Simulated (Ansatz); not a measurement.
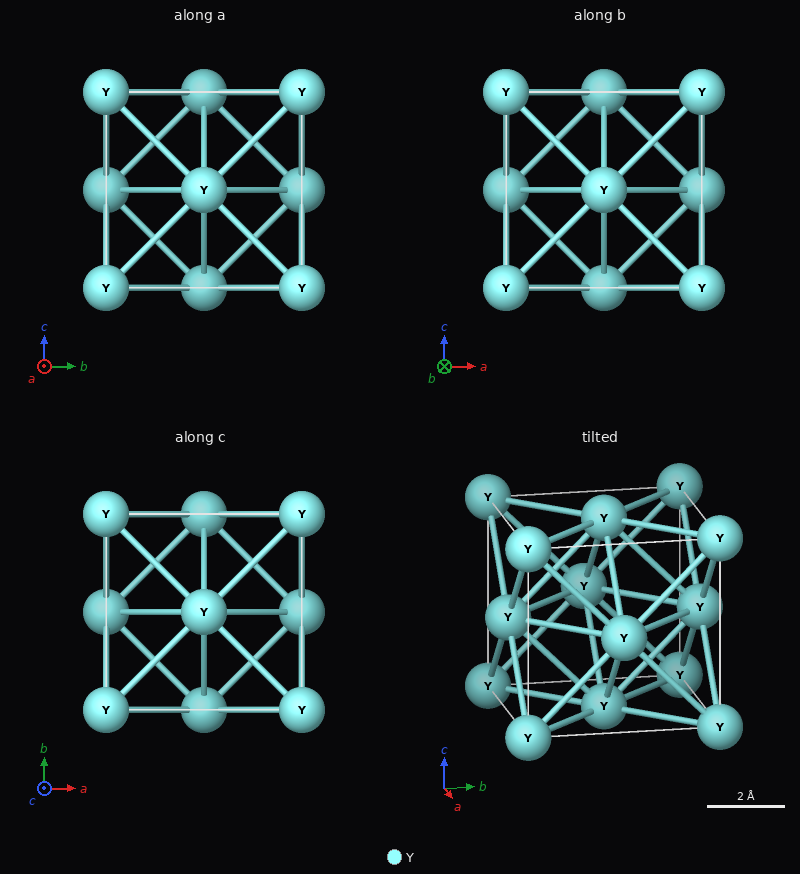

Ball-and-stick representation of a periodic structure, projected along the a axis, along the b axis, along the c axis and slightly off an axis. Lines trace the edges of the conventional unit cell.

Lattice parameters: a = 5.139 Å, b = 5.139 Å, c = 5.139 Å, α = 90.00°, β = 90.00°, γ = 90.00°. Put a along x and b in the xy plane.

Q: Record the structure as a POSCAR file.

A:
```
Y
1.0
     5.139    0.000    0.000
     0.000    5.139    0.000
     0.000    0.000    5.139
Y
4
Direct
  0.0000 0.0000 0.0000
  0.0000 0.5000 0.5000
  0.5000 0.0000 0.5000
  0.5000 0.5000 0.0000
```

Origin of the cell: a structure type filled with this element by a generator (whether the element takes this form wasn't checked). Earlier steps of the study may have refined or changed the cell and positions. Ansatz was used for an electronic-structure calculation on it.
